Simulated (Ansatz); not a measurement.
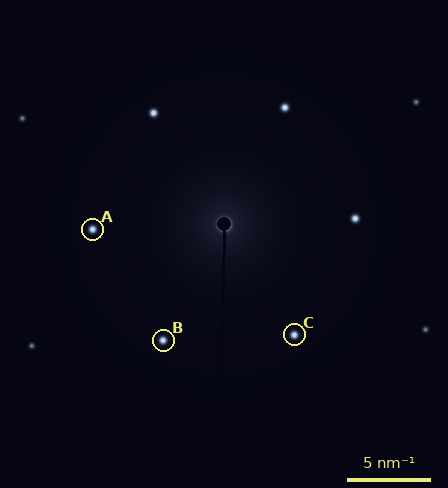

Kinematic zone-axis pattern, calculated for 200 keV electrons with B = 0.8 Å². The zone axis points towards the electron source and the pattern is seen from the source side.

The sample is C, space group Fd-3m (No. 227), a = 3.57 Å. Structure: coordinates from a relaxation with Ansatz, DFT PBE, scalar-relativistic, plane waves, PAW; the starting structure was generated, so it need not be a known form of this composition.

Spot A is indexed -2 2 0 and spot B -2 0 2.

Index the other marked spot.

C = −A + B = 0 -2 2 (d = 1.263 Å).

Find the zone axis.

The cross product of A and B is parallel to [111]; every spot obeys hu + kv + lw = 0.

What are the spacings of A and B and the angle between them?

d(A) = 1.263 Å, d(B) = 1.263 Å, and the angle is 60.0°.
